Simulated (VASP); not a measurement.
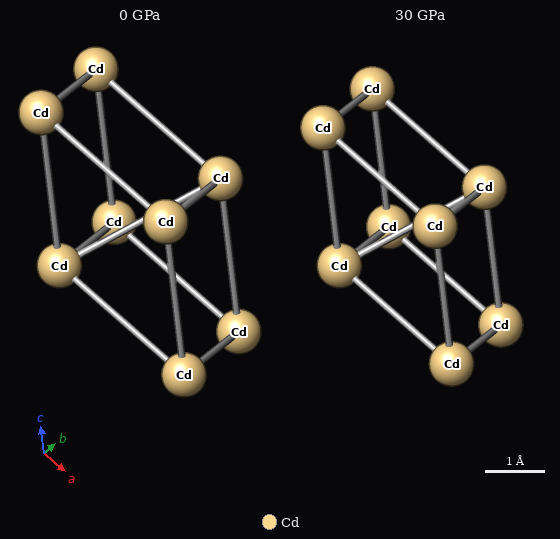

A crystal of Cd (set up in Im-3m), relaxed (cell and atoms) at several target pressures. The picture shows the first and the last member. Style: ball-and-stick. Shown: the cell of the calculation, slightly off an axis.

Computed with VASP 6.6.1: PBE, VASP PAW PBE potentials, recommended. Settings: plane-wave cutoff 600 eV; k-point mesh 10 × 10 × 10; occupations fermi-dirac; smearing width 0.05 eV; no spin polarisation.

```json
{"pressure (GPa)": "0", "volume (Å³/atom)": "23.533", "a (Å)": "3.127"}
{"pressure (GPa)": "2", "volume (Å³/atom)": "22.391", "a (Å)": "3.075"}
{"pressure (GPa)": "5", "volume (Å³/atom)": "21.163", "a (Å)": "3.018"}
{"pressure (GPa)": "10", "volume (Å³/atom)": "?", "a (Å)": "?"}
{"pressure (GPa)": "20", "volume (Å³/atom)": "18.260", "a (Å)": "2.873"}
{"pressure (GPa)": "30", "volume (Å³/atom)": "17.162", "a (Å)": "2.814"}
```

Question: Fill in the missing row.

Answer: Murnaghan's form V = V₀(1 + B′P/B₀)^(−1/B′), with V₀ = 23.533 Å³ from the row at zero pressure, fits the other rows with B₀ = 34.9 GPa and B′ = 5.62 (largest miss 0.046 Å³). At 10 GPa it gives 23.533 × (1 + 5.62 × 10/34.9)^(−1/5.62) = 19.840 Å³ per atom. The calculation gives 19.889 Å³/atom (a = 2.956 Å). The estimate is 0.049 Å³/atom too low. From the first member to the last: Cd–Cd 3.127 → 2.814 Å.

The whole series:

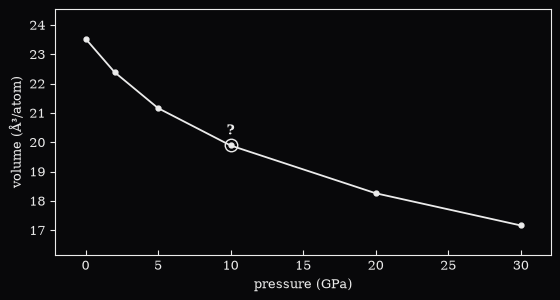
